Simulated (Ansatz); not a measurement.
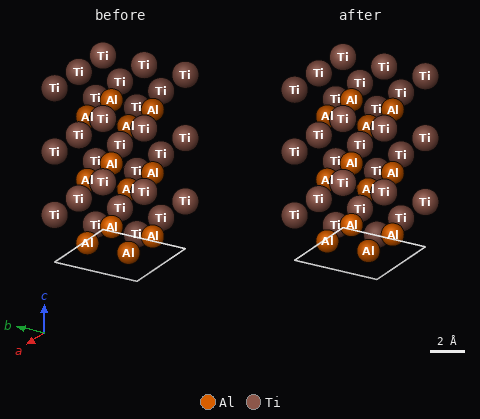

The structure of a slab of composition TiAl (cut from the P4/mmm phase) before (left) and after (right) a relaxation, at one scale.

Style: spheres-only. Shown: the 2 × 2 repeat of the cell, outlined in the plane, without the vacuum, from a free direction.

Case: (0 0 1) slab, atoms relaxed. The slab is the (0 0 1) face of TiAl.

The calculation used DFT PBE, scalar-relativistic, plane waves, PAW in Ansatz 0.2.0.

The input:
```yaml
crystal:
  lattice:
    - [2.8220914054, 0.0, 0.0]
    - [0.0, 2.8220914054, 0.0]
    - [0.0, 0.0, 25.1919128126]
  atoms:
    - { symbol: Al, position: [0.5, 0.5, 0.2977145902] }
    - { symbol: Ti, position: [0.0, 0.0, 0.3786287541] }
    - { symbol: Al, position: [0.5, 0.5, 0.459542918] }
    - { symbol: Ti, position: [0.0, 0.0, 0.540457082] }
    - { symbol: Al, position: [0.5, 0.5, 0.6213712459] }
    - { symbol: Ti, position: [0.0, 0.0, 0.7022854098] }
basis:
  ecutwfc: 420
kpoints:
  mp_grid: { grid: [12, 12, 1] }
hamiltonian:
  xc: pbe
scf:
  occupations: { method: gaussian, width: 0.1 }
output:
  forces: true
  eigenvalues: true
  write_density: true
  write_potential: true
  elf: true
  volumetric_format: npy
relax:
  adjacent_minimum: "off"
  f_tol: 0.02
  max_steps: 60
efield:
  axis: 3
  dipole_correction: true
  ramp_width: 0.04
```

Launched with:
```bash
ansatz run input.yaml --threads 1 --pin off --max-ram 2560MiB --backend cpu --events-out ev --progress --plain --runs-dir out
```

### Summarise the run.

Al1 moves most relative to the layer's centre: 0.12 Å along the normal (+c). Largest moves by element: Al 0.12 Å, Ti 0.09 Å. The lattice vectors keep their values. Some distances before and after: Al1–Ti2 2.853 → 2.744 Å, Al5–Ti6 2.853 → 2.782 Å, Ti2–Al3 2.853 → 2.884 Å, Al3–Ti4 2.853 → 2.844 Å. The energy falls by 54.3 meV per cell of the calculation in 3 geometry steps. The largest force component goes from 0.44 to 0.012 eV/Å.
